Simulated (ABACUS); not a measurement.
LiF: band-structure run (part 2 of 2)

The same run, continued: LiF (2 atoms in the cell); Kohn-Sham DFT of a periodic cell, revTPSS, SG15 ONCV 1.2 PBE, no spin polarisation (ABACUS 3.10.1); cutoff 1319.75 eV, 7×7×7 k-mesh, fermi-dirac of 0.05 eV. The structure derives from an entry of the Crystallography Open Database.

Geometry of the input (Å; fractional positions):
```
0.0000  2.0140  2.0140
2.0140  0.0000  2.0140
2.0140  2.0140  0.0000
F  0.5000  0.5000  0.5000
Li 0.0000  0.0000  0.0000
```

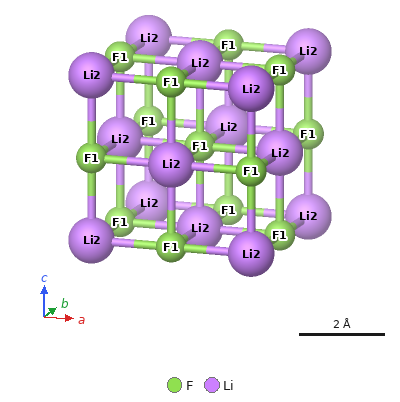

The structure (ball-and-stick view of the cell 4 times as large as that of the calculation, set on its symmetry axes, seen slightly off an axis; atoms are numbered from 1 in the order of the input).

The program's output, continued
```
----------------------------------------------------------
 E_KohnSham     -62.2955081199       -847.5738702360
 E_Harris       -62.0880152850       -844.7507853873
 E_Fermi        0.1719987850         2.3401635253
----------------------------------------------------------

 PW ALGORITHM --------------- ION=   1  ELEC=   4--------------------------------

 Density error is 0.000104957585169
                          Error Threshold = 1.91823276564e-05
----------------------------------------------------------
     Energy           Rydberg                 eV
----------------------------------------------------------
 E_KohnSham     -62.3017133134       -847.6582962251
 E_Harris       -62.2876066586       -847.4663653402
 E_Fermi        0.1695189042         2.3064230161
----------------------------------------------------------

 PW ALGORITHM --------------- ION=   1  ELEC=   5--------------------------------

 Density error is 5.97621128984e-06
                          Error Threshold = 1.04957585169e-06
----------------------------------------------------------
     Energy           Rydberg                 eV
----------------------------------------------------------
 E_KohnSham     -62.3020098050       -847.6623302000
 E_Harris       -62.3022832923       -847.6660511854
 E_Fermi        0.1744053748         2.3729068588
----------------------------------------------------------

 PW ALGORITHM --------------- ION=   1  ELEC=   6--------------------------------

 Density error is 3.48691279164e-06
                          Error Threshold = 5.97621128984e-08
----------------------------------------------------------
     Energy           Rydberg                 eV
----------------------------------------------------------
 E_KohnSham     -62.3022249816       -847.6652578283
 E_Harris       -62.3017737883       -847.6591190285
 E_Fermi        0.1747298756         2.3773219187
----------------------------------------------------------

 PW ALGORITHM --------------- ION=   1  ELEC=   7--------------------------------

 Density error is 5.78308665118e-07
                          Error Threshold = 3.48691279164e-08
----------------------------------------------------------
     Energy           Rydberg                 eV
----------------------------------------------------------
 E_KohnSham     -62.3022324088       -847.6653588795
 E_Harris       -62.3048014125       -847.7003119686
 E_Fermi        0.1735102980         2.3607287146
----------------------------------------------------------

 PW ALGORITHM --------------- ION=   1  ELEC=   8--------------------------------

 Density error is 1.28237165481e-07
                          Error Threshold = 5.78308665118e-09
----------------------------------------------------------
     Energy           Rydberg                 eV
----------------------------------------------------------
 E_KohnSham     -62.3022329226       -847.6653658704
 E_Harris       -62.3031972715       -847.6784865102
 E_Fermi        0.1735541524         2.3613253838
----------------------------------------------------------

 PW ALGORITHM --------------- ION=   1  ELEC=   9--------------------------------

 Density error is 1.40994657727e-07
                          Error Threshold = 1.28237165481e-09
----------------------------------------------------------
     Energy           Rydberg                 eV
----------------------------------------------------------
 E_KohnSham     -62.3022331484       -847.6653689430
 E_Harris       -62.3016852907       -847.6579149566
 E_Fermi        0.1738234555         2.3649894409
----------------------------------------------------------

 PW ALGORITHM --------------- ION=   1  ELEC=  10--------------------------------

 Density error is 2.09833260663e-10
                          Error Threshold = 1.28237165481e-09
----------------------------------------------------------
     Energy           Rydberg                 eV
----------------------------------------------------------
 E_KohnSham     -62.3022331730       -847.6653692779
 E_KS(sigma->0) -62.3022331730       -847.6653692779
 E_Harris       -62.3022689025       -847.6658554018
 E_band         -9.0785313016        -123.5197551734
 E_one_elec     -25.0030464503       -340.1838990829
 E_Hartree      16.3574183330        222.5540938987
 E_xc           -12.7083283922       -172.9056781896
 E_Ewald        -40.9482766635       -557.1298859041
 E_entropy(-TS) -0.0000000000        -0.0000000000
 E_descf        0.0000000000         0.0000000000
 E_exx          0.0000000000         0.0000000000
 E_Fermi        0.1736724306         2.3629346423
----------------------------------------------------------

 charge density convergence is achieved
 final etot is -847.66536928 eV
 EFERMI = 2.3629346423 eV
The vacuum level is 4.1852353597 eV

 STATE ENERGY(eV) AND OCCUPATIONS    NSPIN == 1
 1/20 kpoint (Cartesian) = 0.0000 0.0000 0.0000 (454 pws)
       1       -41.1254     0.00583090
       2       -19.7548     0.00583090
       3       0.714248     0.00583090
       4       0.714248     0.00583090
       5       0.714248     0.00583090
       6        10.0405    1.19997e-69
       7        25.5414        0.00000
       8        25.5414        0.00000
       9        25.5414        0.00000
      10        25.8150        0.00000
      11        25.8150        0.00000
      12        25.8150        0.00000
      13        27.9696        0.00000
      14        33.0292        0.00000
      15        33.0292        0.00000

 2/20 kpoint (Cartesian) = 0.035466 0.035466 0.035466 (451 pws)
       1       -41.1152      0.0466472
       2       -19.6768      0.0466472
       3       0.151186      0.0466472
       4       0.667319      0.0466472
       5       0.667319      0.0466472
       6        10.6236    8.27753e-74
       7        21.3441        0.00000
       8        23.6695        0.00000
       9        23.6695        0.00000
      10        27.2092        0.00000
      11        27.2919        0.00000
      12        27.2919        0.00000
      13        33.0492        0.00000
      14        34.7520        0.00000
      15        34.7520        0.00000

 3/20 kpoint (Cartesian) = 0.070932 0.070932 0.070932 (448 pws)
       1       -41.0923      0.0466472
       2       -19.4938      0.0466472
       3      -0.952095      0.0466472
       4       0.565543      0.0466472
       5       0.565543      0.0466472
       6        11.5810    3.99957e-82
       7        18.6004        0.00000
       8        21.7182        0.00000
       9        21.7182        0.00000
      10        28.9107        0.00000
      11        29.4898        0.00000
      12        29.4898        0.00000
      13        37.6242        0.00000
      14        37.6242        0.00000
      15        38.7078        0.00000

 4/20 kpoint (Cartesian) = 0.10640 0.10640 0.10640 (451 pws)
       1       -41.0739      0.0466472
       2       -19.3387      0.0466472
       3       -1.73566      0.0466472
       4       0.487419      0.0466472
       5       0.487419      0.0466472
       6        11.8895    8.35930e-85
       7        17.8420        0.00000
       8        20.6101        0.00000
       9        20.6101        0.00000
      10        31.1006        0.00000
      11        31.8800        0.00000
      12        31.8800        0.00000
      13        35.7194        0.00000
      14        38.7483        0.00000
      15        38.7483        0.00000

 5/20 kpoint (Cartesian) = 0.0000 0.0000 0.070932 (448 pws)
       1       -41.1120      0.0349854
       2       -19.6473      0.0349854
       3       0.179708      0.0349854
       4       0.520178      0.0349854
       5       0.520178      0.0349854
       6        10.9002    2.45298e-76
       7        22.0481        0.00000
       8        23.0674        0.00000
       9        23.0674        0.00000
      10        23.3593        0.00000
      11        30.1407        0.00000
      12        30.1407        0.00000
      13        32.9831        0.00000
      14        33.7614        0.00000
      15        35.8038        0.00000

 6/20 kpoint (Cartesian) = 0.035466 0.10640 0.035466 (448 pws)
       1       -41.0936       0.139942
       2       -19.4905       0.139942
       3      -0.690295       0.139942
       4       0.355867       0.139942
       5       0.377371       0.139942
       6        11.9515    7.26222e-85
       7        19.0302        0.00000
       8        21.6788        0.00000
       9        22.0328        0.00000
      10        24.6345        0.00000
      11        31.8174        0.00000
      12        31.9231        0.00000
      13        36.5972        0.00000
      14        36.9396        0.00000
      15        38.9725        0.00000

[... levels at 14 further k points ...]

------------------------------------------------------------------------------------------
 TOTAL-FORCE (eV/Angstrom)
------------------------------------------------------------------------------------------
                        F1         0.0000000000         0.0000000000         0.0000000000
                       Li1         0.0000000000         0.0000000000         0.0000000000
------------------------------------------------------------------------------------------

----------------------------------------------------------------
 TOTAL-STRESS (KBAR)
----------------------------------------------------------------
       -17.6345868814        -0.0000000000         0.0000000000
        -0.0000000000       -17.6345868814         0.0000000000
         0.0000000000         0.0000000000       -17.6345868814
----------------------------------------------------------------
 TOTAL-PRESSURE: -17.634587 KBAR

 --------------------------------------------
 !FINAL_ETOT_IS -847.6653692778668301 eV
 --------------------------------------------
```

Standard output
```
ABACUS v3.10.1

               Atomic-orbital Based Ab-initio Computation at UStc

 dft_functional readin is: MGGA_X_REVTPSS+MGGA_C_REVTPSS
 dft_functional in pseudopot file is: PBE
 Please make sure this is what you need
 dft_functional readin is: MGGA_X_REVTPSS+MGGA_C_REVTPSS
 dft_functional in pseudopot file is: PBE
 Please make sure this is what you need

%%%%%%%%%%%%%%%%%%%%%%%%%%%%%%%%%%%%%%%%%%%%%%%%%%%%%%%%%%%%%%%%%%%%%%%%%%%%%%%%%%%%%%%%%%%%%%%%%%%%%%%%%
 Warning: the number of valence electrons in pseudopotential > 1 for Li: [He] 2s1
 Pseudopotentials with additional electrons can yield (more) accurate outcomes, but may be less efficient.
 If you're confident that your chosen pseudopotential is appropriate, you can safely ignore this warning.
%%%%%%%%%%%%%%%%%%%%%%%%%%%%%%%%%%%%%%%%%%%%%%%%%%%%%%%%%%%%%%%%%%%%%%%%%%%%%%%%%%%%%%%%%%%%%%%%%%%%%%%%%

 UNIFORM GRID DIM        : 36 * 36 * 36
 UNIFORM GRID DIM(BIG)   : 36 * 36 * 36
func,idMGGA_X_REVTPSS 212
func,idMGGA_C_REVTPSS 241
 ---------------------------------------------------------
 Self-consistent calculations for electrons
 ---------------------------------------------------------
 SPIN    KPOINTS         PROCESSORS  THREADS
 1       20              4           4
 ---------------------------------------------------------
 Use plane wave basis
 ---------------------------------------------------------
 ELEMENT NATOM       XC
 F       1
 Li      1
 ---------------------------------------------------------
 Initial plane wave basis and FFT box
 ---------------------------------------------------------
 -------------------------------------------
 SELF-CONSISTENT :
 -------------------------------------------
 START CHARGE      : atomic
 ITER       ETOT/eV          EDIFF/eV         DRHO         DKIN     TIME/s
 DA1     -8.46162775e+02   0.00000000e+00   1.0262e-01   6.6412e-01   2.05
 DA2     -8.47147201e+02  -9.84425929e-01   1.1608e-02   3.0318e-01   1.21
 DA3     -8.47573870e+02  -4.26669447e-01   1.9182e-03   6.9682e-02   1.00
 DA4     -8.47658296e+02  -8.44259892e-02   1.0496e-04   4.0037e-03   1.08
 DA5     -8.47662330e+02  -4.03397486e-03   5.9762e-06   5.5667e-03   1.40
 DA6     -8.47665258e+02  -2.92762827e-03   3.4869e-06   1.7453e-03   1.29
 DA7     -8.47665359e+02  -1.01051229e-04   5.7831e-07   7.3246e-04   1.34
 DA8     -8.47665366e+02  -6.99092322e-06   1.2824e-07   9.0082e-04   1.20
 DA9     -8.47665369e+02  -3.07253031e-06   1.4099e-07   1.8491e-04   1.29
 DA10    -8.47665369e+02  -3.34906550e-07   2.0983e-10   3.0578e-05   1.00
----------------------------------------------------------------
 TOTAL-STRESS (KBAR)
----------------------------------------------------------------
       -17.6345868814        -0.0000000000         0.0000000000
        -0.0000000000       -17.6345868814         0.0000000000
         0.0000000000         0.0000000000       -17.6345868814
----------------------------------------------------------------
 TOTAL-PRESSURE: -17.634587 KBAR
```

Key numbers

- outcome: converged
- space group (tolerance 0.01 Å): Fm-3m (225)
- electrons treated: 10
- free energy: −847.6654 eV
- Fermi energy of the self-consistent step: 2.363 eV
- gap on the k-point mesh: 9.33 eV
- pressure: −1.76 GPa
- largest force (length of the vector): under 0.001 eV/Å
- hardware: 4 threads of Intel Xeon (Sapphire Rapids), 16 GiB of memory available, shared host
- wall time: 14 s (CPU time 54 s)
- peak memory: 0.2 GiB
